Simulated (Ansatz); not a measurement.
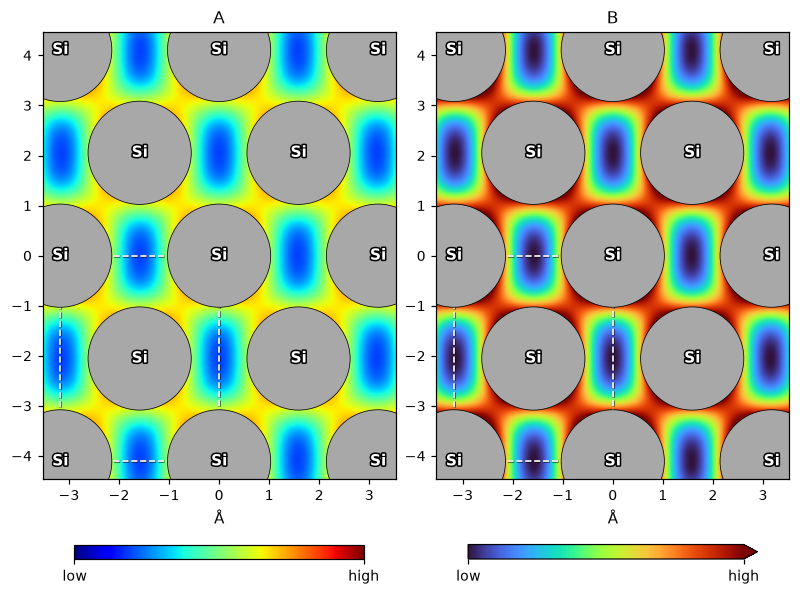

Si: 2 fields on the (101) plane of the conventional cell, with unlabelled colour scales. Grey discs cover the atomic cores.

Space group I4/mmm; a structure from a database of computed crystals, not necessarily the ambient phase; changed on purpose from its base cell (strain -0.030 along x and y, +0.000 along z, atoms carried along); computed pressure about 7 GPa in this cell.

Computed with Ansatz, DFT LDA, scalar-relativistic, plane waves, PAW.

> Match the panels to the quantities (electron localisation function and valence pseudo-density).

Panel A: electron localisation function. Panel B: valence pseudo-density. From the grid: Si–Si (2.60 Å): ρ at the midpoint is about 0.35 e/Å³; the ELF peaks at about 0.75 between the atoms.
